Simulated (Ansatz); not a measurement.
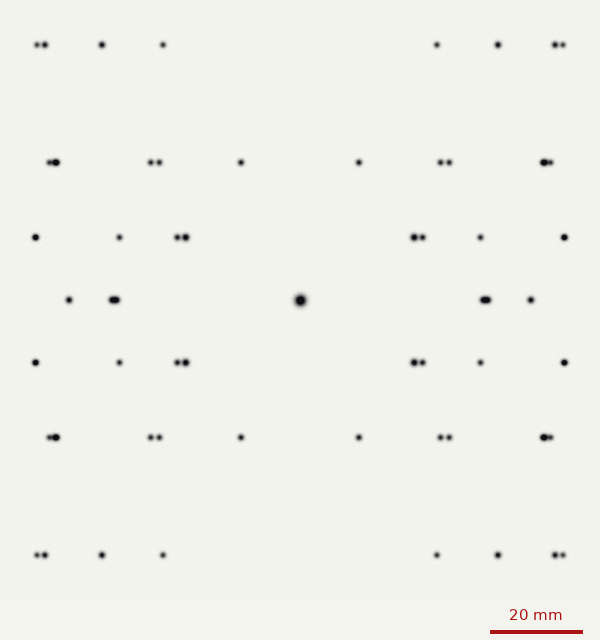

Simulated X-ray rotation photograph: Cu Kα radiation (λ = 1.5418 Å), cylindrical film of radius 57.3 mm unrolled, rotation axis vertical and normal to the beam, kinematic intensities without Lorentz or polarisation factors, the film spanning ±63° about the beam; spots down to d = 1.39 Å.

Measure the layer lines and find the identity period along the axis.

Answer. The first layer line lies 13.7 mm from the equator, so tan ν = 0.240, sin ν = 0.233 and the period is λ/sin ν = 6.61 Å. Further lines follow at 30.2, 56.1 mm.

The crystal is Bi, space group C2/c (No. 15), a = 3.36 Å, b = 8.96 Å, c = 4.70 Å, β = 109.10°. Structure: the input geometry of an electronic-structure calculation (not necessarily at equilibrium); the starting structure was generated, so it need not be a known form of this composition.

About which axis was it rotated?

Answer. About [10-1], whose length in the conventional cell is 6.615 Å. The period alone comes close to that of [201] as well.
